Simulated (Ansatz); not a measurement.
Start from this file.

```
Al N
1.0
     3.31212    0.00000    0.00000
    -1.65606    2.86838    0.00000
     0.00000    0.00000    4.18756
Al N
2 2
Direct
  0.33333 0.66667 0.75000
  0.66667 0.33333 0.25000
  0.33333 0.66667 0.25000
  0.66667 0.33333 0.75000
```

Q: What crystal do these data define?

A: Composition: AlN. The lattice is primitive hexagonal and the space group P6_3/mmc (No. 194). In the cell are 2 Al, 2 N, which makes 2 formula units. The neighbours of Al are five N in a distorted trigonal bipyramidal arrangement at 1.91 to 2.09 Å. Each N is bonded to five Al in a distorted trigonal bipyramidal arrangement at 1.91 to 2.09 Å. The bonds build a three-dimensional framework.

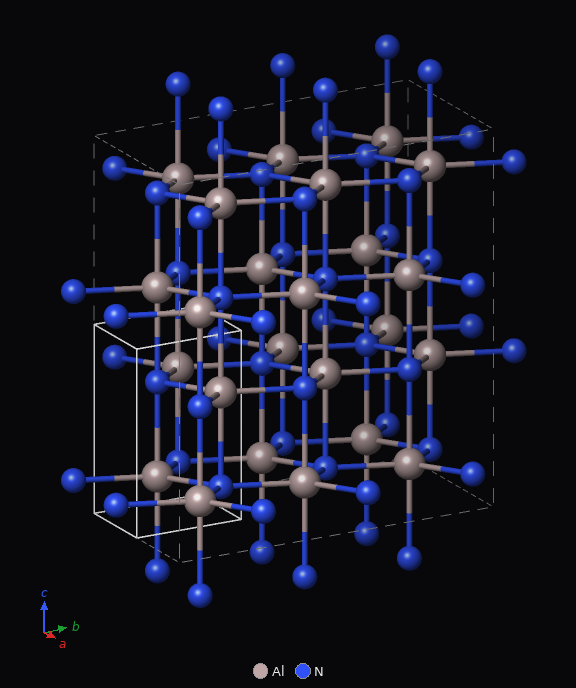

Crystal structure, ball-and-stick style, seen slightly off an axis. 2×3×2 cells are drawn; the solid outline is the conventional unit cell. Some neighbours outside the box are added.

The structure was taken from a structure listed in the Materials Project. Earlier steps of the study may have refined or changed the cell and positions. A calculation with Ansatz used it as input.
